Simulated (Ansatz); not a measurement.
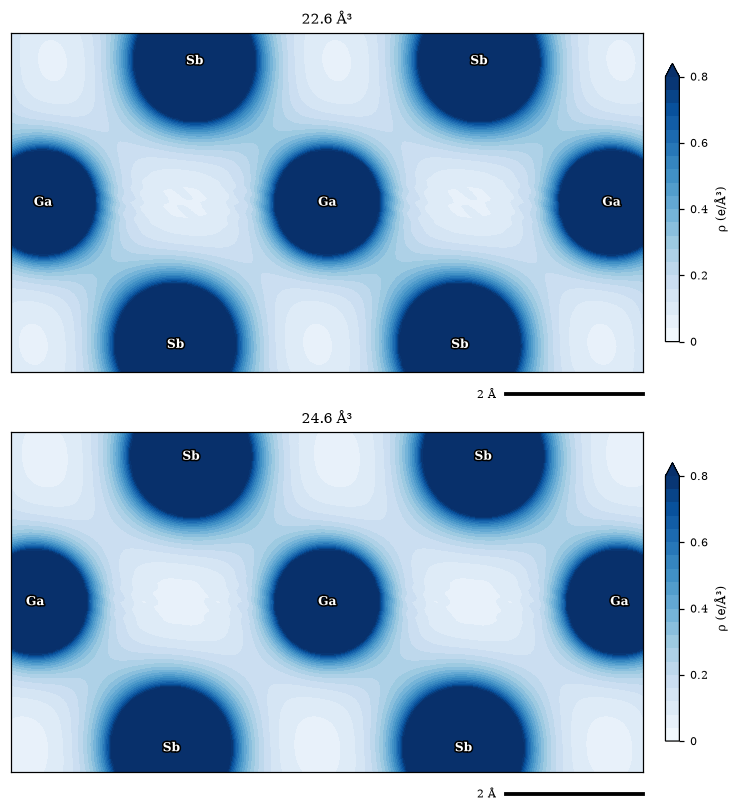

GaSb. The valence pseudo-density of cells scaled evenly to different volumes (given per atom above each panel), on the (11̄0) plane of each (indices in the axes of the cell below), at one length scale and on one colour scale.

A structure from a database of computed crystals, not necessarily the ambient phase.

The calculation used Kohn-Sham DFT of a periodic cell, LDA, Ansatz PAW (Ansatz).

The largest cell:

```yaml
crystal:
  lattice:
    - [-1.56621, 2.69272, 2.91247]
    - [1.56621, -2.69272, 2.91247]
    - [1.56621, 2.69272, -2.91247]
  atoms:
    - { symbol: Sb, position: [0.50000, 0.50000, 0.00000] }
    - { symbol: Ga, position: [0.00000, 0.00000, 0.00000] }
```

| volume (Å³/atom) | Ga–Sb contact in the plane (Å) | ρ at its midpoint (e/Å³) | pressure (GPa) | 
| --- | --- | --- | --- |
| 22.64 | 2.834 | 0.299 | −1.3 | 
| 24.08 | 2.893 | ? | ? | 
| 24.57 | 2.912 | 0.266 | −5.3 | 

Estimate the missing row, and compare with the calculation.

Over the known rows ln ρ falls by 1.50 per Å of Ga–Sb distance (the line through the two), which gives 0.274 e/Å³ at 2.893 Å; the calculation gives 0.274 e/Å³. For the pressure, a straight line in volume between the neighbouring rows gives −4.3 GPa; the calculation gives −4.5.
